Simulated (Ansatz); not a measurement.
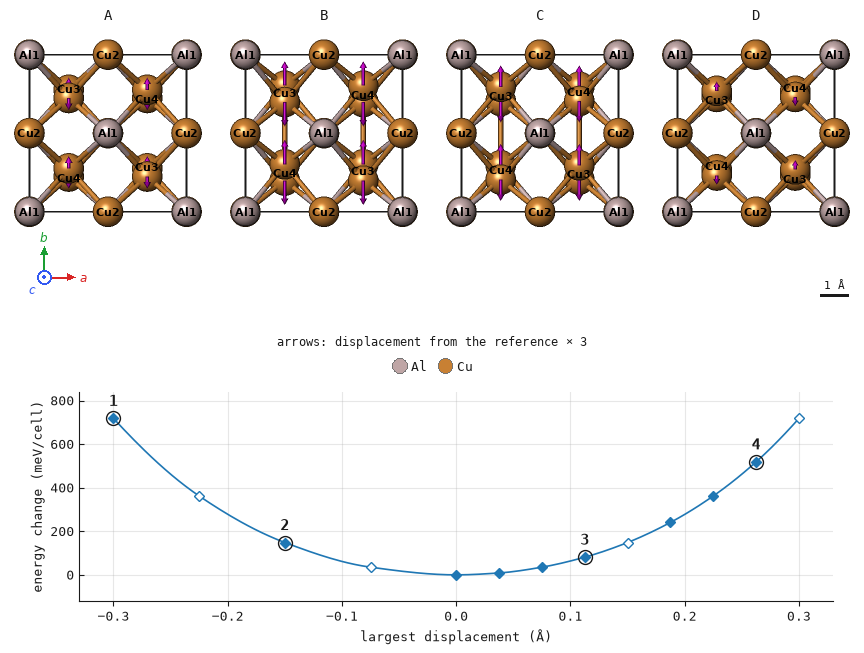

Solid AlCu₃ (Fm-3m): a normal mode at the zone centre (one arbitrary combination within a set of 3 degenerate modes) is frozen in with the cell fixed, the amplitude being the largest displacement of an atom. The frames are shuffled; the numbered points of the plot belong to them. Hollow markers are points alike by symmetry, not computed again. The picture is a ball-and-stick view of the conventional cell (4 times the calculation's cell), seen along the c axis. Purple arrows: displacements from the reference. Lengths and directions refer to the drawn axes.

Level of theory: DFT r2SCAN, scalar-relativistic, plane waves, PAW in Ansatz. (plane-wave cutoff 500 eV; k-point mesh 14 × 14 × 14; occupations gaussian; smearing width 0.15 eV; no spin polarisation). Energies (free energies at the smearing named) are counted from the relaxed crystal.

**Match the frames to the points.**

Point 1 is frame B (the amplitude −0.30 Å, 718 meV/cell); 2 is frame A (the amplitude −0.15 Å, 148 meV/cell); 3 is frame D (the amplitude 0.1125 Å, 81 meV/cell); 4 is frame C (the amplitude 0.2625 Å, 519 meV/cell). The harmonic wavenumber of the mode is 162 cm⁻¹, a stable vibration. Of the computed points the lowest is at the amplitude 0.00 Å, 0 meV/cell. At the ends of the scan the energy is 718 meV/cell (−0.30 Å) and 718 meV/cell (0.30 Å). The well is symmetric. At the highest point the shortest interatomic distance is 2.29 Å, against 2.50 Å in the reference.
